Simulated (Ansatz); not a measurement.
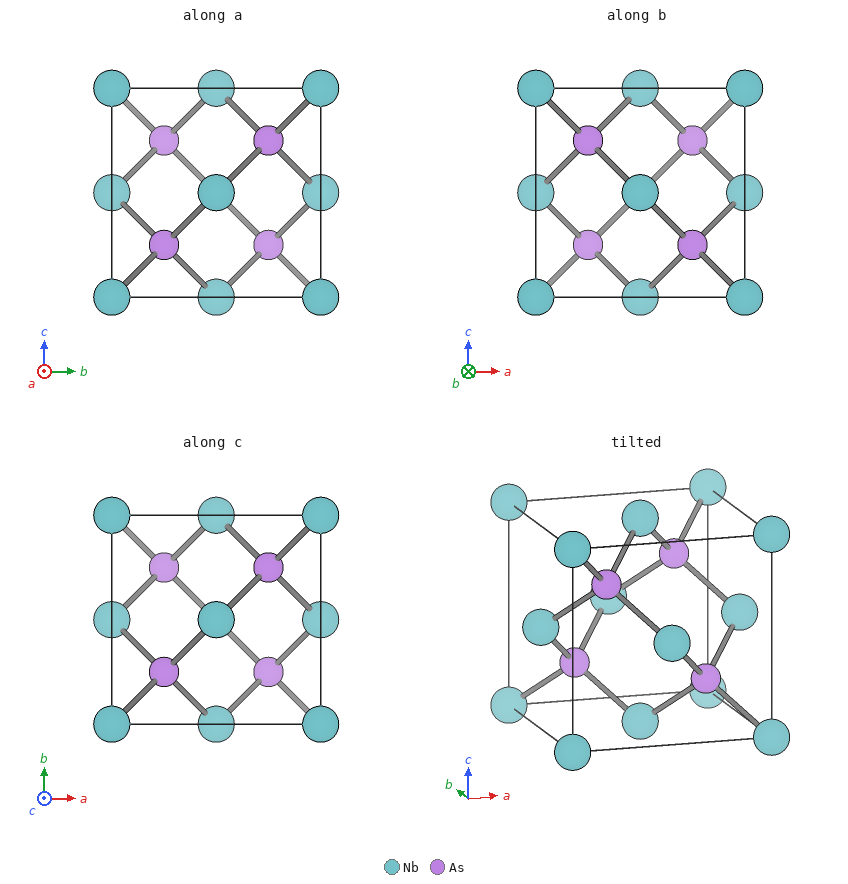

This ball-and-stick model is shown along the a axis, along the b axis, along the c axis and slightly off an axis. The conventional unit cell is outlined; an atom on or near a face, edge or corner is repeated at each equivalent position.

Lattice parameters: a = 6.1840 Å, b = 6.1840 Å, c = 6.1840 Å, α = 90.000°, β = 90.000°, γ = 90.000°.

Q: Transcribe the picture into a CIF with its space group and independent sites.

A:
```cif
data_structure
_symmetry_space_group_name_H-M 'F -4 3 m'
_symmetry_Int_Tables_number 216
_cell_length_a 6.1840
_cell_length_b 6.1840
_cell_length_c 6.1840
_cell_angle_alpha 90.000
_cell_angle_beta 90.000
_cell_angle_gamma 90.000
_cell_volume 236.49
loop_
_atom_site_label
_atom_site_type_symbol
_atom_site_symmetry_multiplicity
_atom_site_Wyckoff_symbol
_atom_site_fract_x
_atom_site_fract_y
_atom_site_fract_z
_atom_site_occupancy
Nb1 Nb 4 a 0.0000 0.0000 0.0000 1
As1 As 4 d 0.2500 0.2500 0.7500 1
```

The cell started as a structure type filled with these elements by a generator (whether the compound takes this form wasn't checked). Earlier steps of the study, as a rule a relaxation of our own, may have changed the cell and positions, so they can lie some per cent off the listed ones. It was the input of a calculation with Ansatz.

At this level of theory the run's own cell isn't at rest (stretched, at -13 GPa), so its distances can differ from those at equilibrium, the more so the softer the solid.
